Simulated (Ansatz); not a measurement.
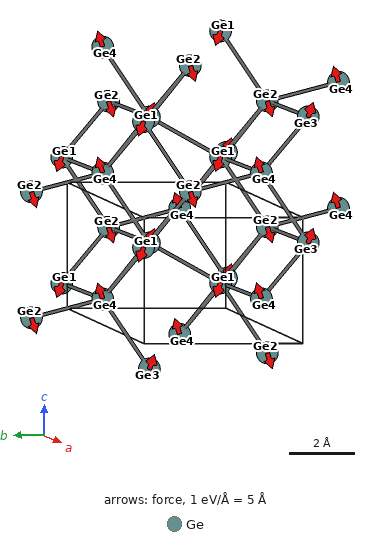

Starting geometry of a crystal of Ge (a generated structure, set up in Cmce) with the computed forces as red arrows. A ball-and-stick model of the cell of the calculation, repeated 1 × 1 × 2 with one cell outlined, seen from a free direction.

Case: Ga → Ge on all its sites, cell and atoms relaxed.

Level of theory: DFT PBE, scalar-relativistic, plane waves, PAW (Ansatz 0.2.0).

Input file:
```yaml
crystal:
  lattice:
    - [2.5103694361, -4.2404521542, 0.0]
    - [2.5103694361, 4.2404521542, 0.0]
    - [0.0, 0.0, 4.0423220272]
  atoms:
    - { symbol: Ge, position: [0.6508890561, 0.3491109439, 0.3833710965] }
    - { symbol: Ge, position: [0.8491109439, 0.1508890561, 0.8833710965] }
    - { symbol: Ge, position: [0.3491109439, 0.6508890561, 0.6166289035] }
    - { symbol: Ge, position: [0.1508890561, 0.8491109439, 0.1166289035] }
basis:
  ecutwfc: 420
kpoints:
  mp_grid: { grid: [10, 10, 10] }
hamiltonian:
  xc: pbe
scf:
  occupations: { method: gaussian, width: 0.1 }
output:
  forces: true
  stress: true
  eigenvalues: true
relax:
  adjacent_minimum: "off"
  f_tol: 0.01
  max_steps: 60
  cell: { stress_tol: 0.1 }
```

Run as
```bash
ansatz run input.yaml --threads 1 --pin off --max-ram 2560MiB --backend cpu --events-out ev --progress --plain --runs-dir out
```

**What follows when this structure is relaxed?**

It isn't relaxed: the largest force vector, on Ge atoms, is 0.11 eV/Å. The atoms end up moving mostly along the starting forces (cosine between the two patterns 0.99). The largest moves relative to the cell, 0.061 Å, are those of Ge1, Ge2, Ge3 and Ge4. Ge4 goes roughly along +c. The volume changes by −0.3 %, with a = b 4.928 → 4.884 Å (−0.9 %), c 4.042 → 4.072 Å (+0.7 %), γ 118.7° → 117.9°. Some distances before and after: Ge1–Ge4 2.732 → 2.699 Å, Ge1–Ge2 2.629 → 2.642 Å, Ge1–Ge3 2.728 → 2.719 Å. Bond angles that change, for instance: Ge4–Ge1–Ge4 133.5° → 138.0°, Ge2–Ge1–Ge3 109.5° → 106.4°, Ge2–Ge1–Ge3 150.0° → 152.7°. The space group stays Cmce (No. 64). Over 3 accepted moves (4 points after the start) the energy falls by 3.3 meV per atom. The largest force component goes from 0.1 to 0.0065 eV/Å. Pressure: 0.09 GPa at the start and −0.02 GPa at the end. The SCF was repeated once at an unchanged geometry on a basis and grid sized afresh for the cell, which shifted the energy by less than 0.05 meV per atom at most.
